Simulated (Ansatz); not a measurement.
## A series of single points on TiAl₃

System: TiAl₃ (I4/mmm, 4 atoms in the cell).
Method: Kohn-Sham DFT of a periodic cell, PBE, all-electron LAPW, scalar-relativistic, no spin polarisation (Ansatz 0.2.0).

The 7 runs differ only in the geometry, by an even scaling of the cell at fixed fractional positions. The structure derives from a Materials Project entry.

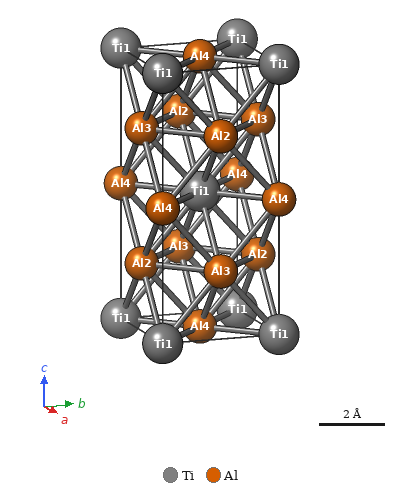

Figure 1. The structure of run 4 (ball-and-stick view of the cell 2 times as large as that of the calculation, set on its symmetry axes, seen slightly off an axis; atoms are numbered from 1 in the order of the input). An atom can appear more than once, as a periodic image.

**Input of run 4**
```yaml
crystal:
  lattice:
    - [-1.9111067713, 1.9111067713, 4.2806687947]
    - [1.9111067713, -1.9111067713, 4.2806687947]
    - [1.9111067713, 1.9111067713, -4.2806687947]
  atoms:
    - { symbol: Ti, position: [0.0, 0.0, 0.0] }
    - { symbol: Al, position: [0.25, 0.75, 0.5] }
    - { symbol: Al, position: [0.75, 0.25, 0.5] }
    - { symbol: Al, position: [0.5, 0.5, 0.0] }
kpoints:
  mp_grid: { grid: [10, 10, 10] }
scf:
  occupations: { method: fermi_dirac, width: 0.05 }
hamiltonian:
  xc: pbe
  pseudopotentials: { kind: all_electron, lapw: { basis_error: 0.001 } }
output:
  forces: true
  stress: true
  eigenvalues: true
```

Command:
```bash
ansatz run input.yaml --threads 2 --pin off --max-ram 6144MiB --backend cpu --events-out ev --progress --plain --runs-dir out
```

Lattice vectors (Å) and fractional positions of run 4:
```
  -1.911107    1.911107    4.280669
   1.911107   -1.911107    4.280669
   1.911107    1.911107   -4.280669
Ti  0.000000  0.000000  0.000000
Al  0.250000  0.750000  0.500000
Al  0.750000  0.250000  0.500000
Al  0.500000  0.500000  0.000000
```

Run 2 differs from it as follows:
```diff
-    - [-1.9111067713, 1.9111067713, 4.2806687947]
-    - [1.9111067713, -1.9111067713, 4.2806687947]
-    - [1.9111067713, 1.9111067713, -4.2806687947]
+    - [-1.8852778379, 1.8852778379, 4.2228148271]
+    - [1.8852778379, -1.8852778379, 4.2228148271]
+    - [1.8852778379, 1.8852778379, -4.2228148271]
```

**Results, with one run withheld**

```tsv
run	volume per atom (Å³)	free energy per atom, from the lowest run given (meV)	pressure (GPa)
1	14.696	35.97	10.01
2	15.009	?	?
3	15.322	8.13	4.44
4	15.634	1.84	2.05
5	15.947	0.00	−0.12
6	16.260	2.18	−2.08
7	16.572	8.01	−3.85
```

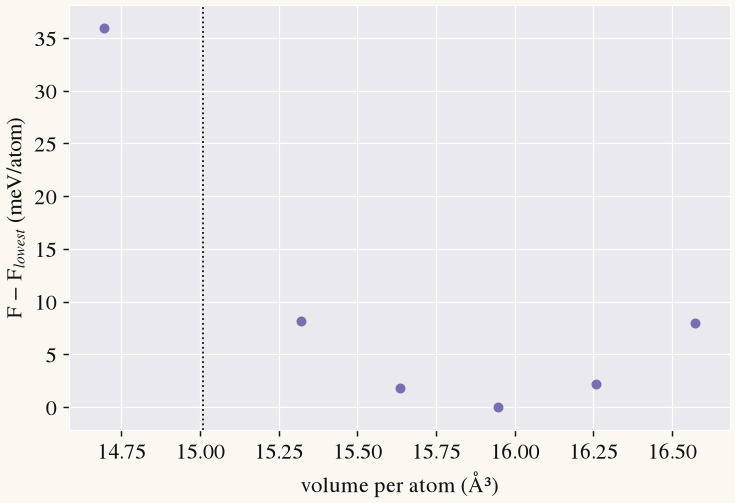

Figure 2. Free energy per atom of the runs given; the dotted line marks run 2.

What should run 2 give?

A cubic polynomial in V^(−2/3) (the Birch–Murnaghan form), fitted to the 6 runs given, misses them by at most 0.01 meV per atom. With x = V^(−2/3) − 0.15937 Å⁻², it reads F = 0.93252 + 1338.4 x + 4.7387e+05 x² − 40467 x³ (meV per atom). At run 2 it gives 19.34 meV per atom, and the run itself gives 19.34. The slope of the fit gives a pressure −dF/dV of 7.08 GPa there, and the run prints 7.09 GPa. The fit has its minimum at 15.929 Å³ per atom, where V d²F/dV² gives 106 GPa. Cell shape and fractional positions are held, so this is the stiffness under even scaling; the relaxed bulk modulus wasn't computed.

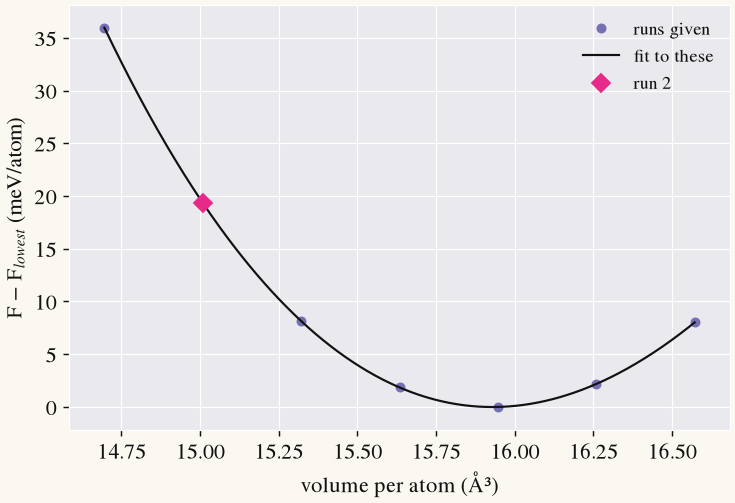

Figure 3. The fit and the withheld run.

**Output, shortened to warnings, some set-up lines, iterations and results (run 2)**
```
Basis set: ecut = 220.17355718939126 eV, 447 PW (Γ), FFT grids on a1+a3, a2+a3, a3, exchange–correlation at level 2
Symmetry: 16 space group operations
k-points: 102 of 1000
Initial density: superposition of atomic densities (chi_scale 0.1, normalization cell, long waves kept (reshape's long-wave potential 0.00 eV rms))
[...]
SCF iter   1: F=—  HF=-43057.627622 eV  |F-HF|=—  |Δ(HF+E_count)|=         —  Δρ=2.13e-2  dr2=3.53e-1  ethr=7.85e-4  ⟨swp⟩=2.3  Hψ=19300  notcnv=0
SCF iter   2: F=—  HF=-43057.514452 eV  |F-HF|=—  |Δ(HF+E_count)|=   1.13e-1  Δρ=1.61e-2  dr2=3.25e-1  ethr=7.85e-4  ⟨swp⟩=2.0  Hψ=8263  notcnv=0  defer=1
SCF iter   3: F=—  HF=-43057.487503 eV  |F-HF|=—  |Δ(HF+E_count)|=   2.69e-2  Δρ=9.11e-3  dr2=4.81e-2  ethr=7.23e-4  ⟨swp⟩=2.9  Hψ=8517  notcnv=0
SCF iter   4: F=—  HF=-43057.424797 eV  |F-HF|=—  |Δ(HF+E_count)|=   6.27e-2  Δρ=3.44e-3  dr2=1.00e-2  ethr=1.07e-4  ⟨swp⟩=2.6  Hψ=8354  notcnv=0
SCF iter   5: F=—  HF=-43057.422866 eV  |F-HF|=—  |Δ(HF+E_count)|=         —  Δρ=7.03e-4  dr2=6.96e-4  ethr=1.56e-6  ⟨swp⟩=2.0  Hψ=13530  notcnv=0
SCF iter   6: F=—  HF=-43057.422660 eV  |F-HF|=—  |Δ(HF+E_count)|=   2.06e-4  Δρ=3.06e-4  dr2=1.10e-4  ethr=1.55e-6  ⟨swp⟩=2.0  Hψ=7830  notcnv=0
SCF iter   7: F=—  HF=-43057.422630 eV  |F-HF|=—  |Δ(HF+E_count)|=   3.03e-5  Δρ=6.30e-5  dr2=2.64e-6  ethr=2.44e-7  ⟨swp⟩=2.3  Hψ=7871  notcnv=0
SCF iter   8: F=—  HF=-43057.422629 eV  |F-HF|=—  |Δ(HF+E_count)|=   8.26e-7  Δρ=1.66e-5  dr2=2.72e-7  ethr=5.87e-9  ⟨swp⟩=2.6  Hψ=7921  notcnv=0
SCF iter   9: F=-43057.422629 eV  HF=-43057.422629 eV  |F-HF|=2.77e-8  |Δ(HF+E_count)|=   2.76e-8  Δρ=4.68e-6  dr2=2.45e-8  ethr=6.04e-10  ⟨swp⟩=2.0  Hψ=7830  notcnv=0
SCF 1 converged in 9 iterations: F = -43057.422629 eV  dr2 = 2.45e-8
the search or the solves at the SCF's close seem to have found levels that the self-consistency loop had missed (the run counts 1). By its estimate they hold under 1e-12 electrons; where the run keeps them, the occupations were computed again with them
SCF converged after 9 iterations
Free energy (F): -43057.422629 eV
Harris-Foulkes:  -43057.422629 eV  (|F-HF|=2.77e-8)
Internal energy: -43057.409680 eV  (E = F + TS)
E sigma→0 (E₀):  -43057.416154 eV
Entropy (-TS):   -0.012949 eV (-3.237 meV/atom)
Fermi energy:    11.839938 eV
--- Per-component energies (eV) ---
  E_band       = -1587.937010
  E_kinetic    = 43329.853162
  E_xc         = -2673.733444
  E_electrostatic = -83713.529398  (all electrons and nuclei)
  E_smearing   = -0.012949  (= −TS)
  E_closure    = 0.000000  (closes the sum)
  E_atoms      = -43037.969821  (free atoms, spherical and without spin; not in F)
  Σ components = -43057.422629   (vs F -43057.422629, Δ=0.00e0)
  Basis errors (estimates in eV, not in F): energy 2.9e-4 per atom: plane waves 2.5e-4 (1.3e-4 summed), levels above the bands 1.2e-31, relativity 6.7e-9, radial functions 4.0e-5, core shells 1.8e-8; eigenvalues (radial functions only) 1.3e-6; not estimated: angular momenta, meshes, grids; target …
--- Forces (eV/Å), atoms counted from 1 ---
  atom   1  Ti    -0.00000000     0.00000000     0.00000000
  atom   2  Al     0.00000000     0.00000000     0.00000000
  atom   3  Al     0.00000000     0.00000000     0.00000000
  atom   4  Al    -0.00000000     0.00000000    -0.00000000
  max |Σ_I F_I| component: 4.34e-19 eV/Å
--- Stress (GPa, compression-positive) ---
        7.205179      -0.000000       0.000000
       -0.000000       7.205179      -0.000000
        0.000000      -0.000000       6.858562
  P = ⅓ Tr σ = 7.0896 GPa (70.896 kbar)
```
